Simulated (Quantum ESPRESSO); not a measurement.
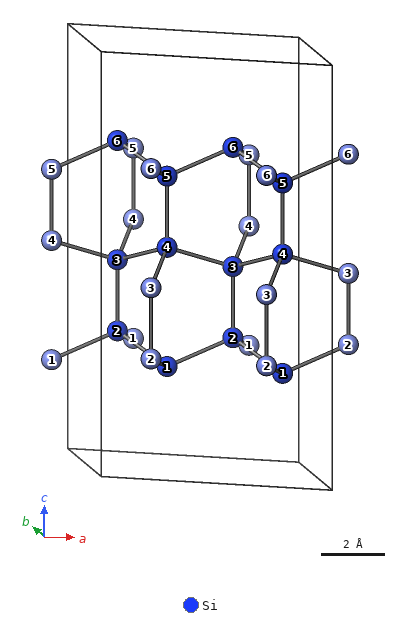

Fig. 1: The input geometry (ball-and-stick view of the 2 × 1 repeat of the cell, with the vacuum cut short, seen slightly off an axis; neighbours outside the cell are drawn fainter; atoms are numbered from 1 in the order of the input). An atom can appear more than once, as a periodic image. Near neighbours in the periodic cell (some may lie outside the picture): Si has 3 Si at 2.35 Å; Si has 4 Si at 2.35 to 2.37 Å.

## Si: workfunction calculation (part 1 of 2)

Si (slab, 6 atoms in the cell), computed with Kohn-Sham DFT of a periodic cell, PBE, PseudoDojo 0.4.1 SR PBE standard, no spin polarisation (Quantum ESPRESSO 7.5).

The structure derives from a Materials Project entry.

## Input
```
&CONTROL
  calculation = 'scf'
  prefix = 'pwscf'
  outdir = './tmp'
  pseudo_dir = './pseudo'
  tprnfor = .true.
  disk_io = 'low'
/
&SYSTEM
  ibrav = 0
  celldm(1) = 8
  nat = 6
  ntyp = 1
  ecutwfc = 18
  nbnd = 19
  occupations = 'smearing'
  smearing = 'fd'
  degauss = 0.00367493
/
&ELECTRONS
  conv_thr = 6d-09
  electron_maxstep = 150
  mixing_beta = 0.3
  mixing_mode = 'local-TF'
/
ATOMIC_SPECIES
Si    28.0850 Si.upf
CELL_PARAMETERS alat
  0.9050175871083   0.0000000000000   0.0000000000000
 -0.4525087935392   0.7837682213125   0.0000000000000
  0.0000000000000   0.0000000000000   5.2276090683967
ATOMIC_POSITIONS crystal
Si     0.6666666700    0.3333333400    0.3388964666
Si     0.3333333300    0.6666666600    0.3749564374
Si     0.3333333300    0.6666666600    0.4819700146
Si     0.6666666700    0.3333333400    0.5180299854
Si     0.6666666700    0.3333333400    0.6250435626
Si     0.3333333300    0.6666666600    0.6611035334
K_POINTS automatic
8 8 1 0 0 0
```

## File pp_density.in
```
&INPUTPP
  prefix = 'pwscf'
  outdir = './tmp'
  filplot = 'density.dat'
  plot_num = 0
/
&PLOT
  nfile = 1
  filepp(1) = 'density.dat'
  iflag = 3
  output_format = 6
  fileout = 'density.cube'
/
```

## File pp_potential.in
```
&INPUTPP
  prefix = 'pwscf'
  outdir = './tmp'
  filplot = 'potential.dat'
  plot_num = 11
/
&PLOT
  nfile = 1
  filepp(1) = 'potential.dat'
  iflag = 3
  output_format = 6
  fileout = 'potential.cube'
/
```

## File pp_elf.in
```
&INPUTPP
  prefix = 'pwscf'
  outdir = './tmp'
  filplot = 'elf.dat'
  plot_num = 8
/
&PLOT
  nfile = 1
  filepp(1) = 'elf.dat'
  iflag = 3
  output_format = 6
  fileout = 'elf.cube'
/
```

Machine: 2 threads of Arm Neoverse V2, 24 GiB of memory available, shared host.

Run as:
```bash
OMP_NUM_THREADS=1 mpirun -n 2 pw.x -nk 2 -in pw.in > pw.out
OMP_NUM_THREADS=1 mpirun -n 1 pp.x -in pp_density.in > pp_density.out
OMP_NUM_THREADS=1 mpirun -n 1 pp.x -in pp_potential.in > pp_potential.out
OMP_NUM_THREADS=1 mpirun -n 1 pp.x -in pp_elf.in > pp_elf.out
```

## Log
```
This program is part of the open-source Quantum ESPRESSO suite
     for quantum simulation of materials; please cite
         "P. Giannozzi et al., J. Phys.:Condens. Matter 21 395502 (2009);
         "P. Giannozzi et al., J. Phys.:Condens. Matter 29 465901 (2017);
         "P. Giannozzi et al., J. Chem. Phys. 152 154105 (2020);
          URL
     in publications or presentations arising from this work. More details at

     Message from routine setup:
     using ibrav=0 with symmetry is DISCOURAGED, use correct ibrav instead

     K-points division:     npool     =       2
     Subspace diagonalization in iterative solution of the eigenvalue problem:
     a serial algorithm will be used

     G-vector sticks info
     --------------------
     sticks:   dense  smooth     PW     G-vecs:    dense   smooth      PW
     Sum         253     253     85                19541    19541    3579

     Using Slab Decomposition

     bravais-lattice index     =            0
     lattice parameter (alat)  =       8.0000  a.u.
     unit-cell volume          =    1898.5312 (a.u.)^3
     number of atoms/cell      =            6
     number of atomic types    =            1
     number of electrons       =        24.00
     number of Kohn-Sham states=           19
     kinetic-energy cutoff     =      18.0000  Ry
     charge density cutoff     =      72.0000  Ry
     scf convergence threshold =      6.0E-09
     mixing beta               =       0.3000
     number of iterations used =            8  local-TF  mixing
     Exchange-correlation= PBE
                           (   1   4   3   4   0   0   0)

     celldm(1)=   8.000000  celldm(2)=   0.000000  celldm(3)=   0.000000
     celldm(4)=   0.000000  celldm(5)=   0.000000  celldm(6)=   0.000000

     crystal axes: (cart. coord. in units of alat)
               a(1) = (   0.905018   0.000000   0.000000 )
               a(2) = (  -0.452509   0.783768   0.000000 )
               a(3) = (   0.000000   0.000000   5.227609 )

     reciprocal axes: (cart. coord. in units 2 pi/alat)
               b(1) = (  1.104951  0.637944 -0.000000 )
               b(2) = (  0.000000  1.275887  0.000000 )
               b(3) = (  0.000000 -0.000000  0.191292 )

     PseudoPot. # 1 for Si read from file:
     Si.upf
     Pseudo is Norm-conserving + core correction, Zval =  4.0
     Generated using ONCVPSP code by D. R. Hamann
     Using radial grid of 1510 points,  6 beta functions with:
                l(1) =   0
                l(2) =   0
                l(3) =   1
                l(4) =   1
                l(5) =   2
                l(6) =   2

     atomic species   valence    mass     pseudopotential
     Si                4.00    28.08500     Si( 1.00)

     12 Sym. Ops., with inversion, found

   Cartesian axes

     site n.     atom                  positions (alat units)
         1        Si     tau(   1) = (   0.4525088   0.2612561   1.7716182  )
         2        Si     tau(   2) = (   0.0000000   0.5225121   1.9601257  )
         3        Si     tau(   3) = (   0.0000000   0.5225121   2.5195508  )
         4        Si     tau(   4) = (   0.4525088   0.2612561   2.7080582  )
         5        Si     tau(   5) = (   0.4525088   0.2612561   3.2674834  )
         6        Si     tau(   6) = (   0.0000000   0.5225121   3.4559908  )

     number of k points=    10  Fermi-Dirac smearing, width (Ry)=  0.0037
                       cart. coord. in units 2pi/alat
        k(    1) = (   0.0000000   0.0000000   0.0000000), wk =   0.0312500
        k(    2) = (   0.0000000   0.1594859   0.0000000), wk =   0.1875000
        k(    3) = (   0.0000000   0.3189719   0.0000000), wk =   0.1875000
        k(    4) = (   0.0000000   0.4784578   0.0000000), wk =   0.1875000
        k(    5) = (   0.0000000  -0.6379437   0.0000000), wk =   0.0937500
        k(    6) = (   0.1381189   0.2392289   0.0000000), wk =   0.1875000
        k(    7) = (   0.1381189   0.3987148   0.0000000), wk =   0.3750000
        k(    8) = (   0.1381189   0.5582007   0.0000000), wk =   0.3750000
        k(    9) = (   0.2762377   0.4784578   0.0000000), wk =   0.1875000
        k(   10) = (   0.2762377   0.6379437   0.0000000), wk =   0.1875000

     Dense  grid:    19541 G-vectors     FFT dimensions: (  20,  20, 120)

     Initial potential from superposition of free atoms

     starting charge      23.9963, renormalised to      24.0000

     negative rho (up, down):  4.343E-05 0.000E+00
     Starting wfcs are   24 randomized atomic wfcs

     Self-consistent Calculation

     iteration #  1     ecut=    18.00 Ry     beta= 0.30
     Davidson diagonalization with overlap
     ethr =  1.00E-02,  avg # of iterations =  3.7

     Threshold (ethr) on eigenvalues was too large:
     Diagonalizing with lowered threshold

     Davidson diagonalization with overlap
     ethr =  8.15E-04,  avg # of iterations =  1.9

     total energy              =     -50.61453679 Ry
     estimated scf accuracy    <       0.21920885 Ry

     iteration #  2     ecut=    18.00 Ry     beta= 0.30
     Davidson diagonalization with overlap
     ethr =  9.13E-04,  avg # of iterations =  1.0

     total energy              =     -50.56966152 Ry
     estimated scf accuracy    <       0.14981585 Ry

     iteration #  3     ecut=    18.00 Ry     beta= 0.30
     Davidson diagonalization with overlap
     ethr =  6.24E-04,  avg # of iterations =  1.9

     total energy              =     -50.58337991 Ry
     estimated scf accuracy    <       0.00999629 Ry

     iteration #  4     ecut=    18.00 Ry     beta= 0.30
     Davidson diagonalization with overlap
     ethr =  4.17E-05,  avg # of iterations =  7.4

     total energy              =     -50.58317099 Ry
     estimated scf accuracy    <       0.01039582 Ry

     iteration #  5     ecut=    18.00 Ry     beta= 0.30
     Davidson diagonalization with overlap
     ethr =  4.17E-05,  avg # of iterations =  1.0

     total energy              =     -50.58306188 Ry
     estimated scf accuracy    <       0.00640742 Ry

     iteration #  6     ecut=    18.00 Ry     beta= 0.30
     Davidson diagonalization with overlap
     ethr =  2.67E-05,  avg # of iterations =  1.0

     negative rho (up, down):  3.442E-04 0.000E+00

     total energy              =     -50.58082751 Ry
     estimated scf accuracy    <       0.00550396 Ry

     iteration #  7     ecut=    18.00 Ry     beta= 0.30
     Davidson diagonalization with overlap
     ethr =  2.29E-05,  avg # of iterations =  2.9

     negative rho (up, down):  1.397E-04 0.000E+00

     total energy              =     -50.58197585 Ry
     estimated scf accuracy    <       0.00137248 Ry

     iteration #  8     ecut=    18.00 Ry     beta= 0.30
     Davidson diagonalization with overlap
     ethr =  5.72E-06,  avg # of iterations =  4.8

     negative rho (up, down):  3.226E-04 0.000E+00

     total energy              =     -50.58174867 Ry
     estimated scf accuracy    <       0.00119013 Ry

     iteration #  9     ecut=    18.00 Ry     beta= 0.30
     Davidson diagonalization with overlap
     ethr =  4.96E-06,  avg # of iterations =  3.1

     negative rho (up, down):  2.217E-03 0.000E+00

     total energy              =     -50.58214974 Ry
     estimated scf accuracy    <       0.00097204 Ry

     iteration # 10     ecut=    18.00 Ry     beta= 0.30
     Davidson diagonalization with overlap
     ethr =  4.05E-06,  avg # of iterations =  1.2

     negative rho (up, down):  1.639E-04 0.000E+00

     total energy              =     -50.58200716 Ry
     estimated scf accuracy    <       0.00050495 Ry

     iteration # 11     ecut=    18.00 Ry     beta= 0.30
     Davidson diagonalization with overlap
     ethr =  2.10E-06,  avg # of iterations =  2.6

     negative rho (up, down):  1.467E-04 0.000E+00

     total energy              =     -50.58212333 Ry
     estimated scf accuracy    <       0.00002407 Ry

     iteration # 12     ecut=    18.00 Ry     beta= 0.30
     Davidson diagonalization with overlap
     ethr =  1.00E-07,  avg # of iterations =  3.8

     negative rho (up, down):  4.356E-06 0.000E+00

     total energy              =     -50.58211377 Ry
     estimated scf accuracy    <       0.00005081 Ry

     iteration # 13     ecut=    18.00 Ry     beta= 0.30
     Davidson diagonalization with overlap
     ethr =  1.00E-07,  avg # of iterations =  2.0

     negative rho (up, down):  6.506E-05 0.000E+00

     total energy              =     -50.58211843 Ry
     estimated scf accuracy    <       0.00000120 Ry

     iteration # 14     ecut=    18.00 Ry     beta= 0.30
     Davidson diagonalization with overlap
     ethr =  4.98E-09,  avg # of iterations =  3.9

     negative rho (up, down):  6.332E-05 0.000E+00

     total energy              =     -50.58211904 Ry
     estimated scf accuracy    <       0.00000059 Ry

     iteration # 15     ecut=    18.00 Ry     beta= 0.30
     Davidson diagonalization with overlap
     ethr =  2.47E-09,  avg # of iterations =  1.0

     negative rho (up, down):  6.062E-05 0.000E+00

     total energy              =     -50.58211897 Ry
     estimated scf accuracy    <       0.00000051 Ry

     iteration # 16     ecut=    18.00 Ry     beta= 0.30
     Davidson diagonalization with overlap
     ethr =  2.14E-09,  avg # of iterations =  1.0

     negative rho (up, down):  4.143E-05 0.000E+00

     total energy              =     -50.58211897 Ry
     estimated scf accuracy    <       0.00000037 Ry

     iteration # 17     ecut=    18.00 Ry     beta= 0.30
     Davidson diagonalization with overlap
     ethr =  1.55E-09,  avg # of iterations =  2.0

     negative rho (up, down):  8.291E-07 0.000E+00

     total energy              =     -50.58211913 Ry
     estimated scf accuracy    <       0.00000003 Ry
```
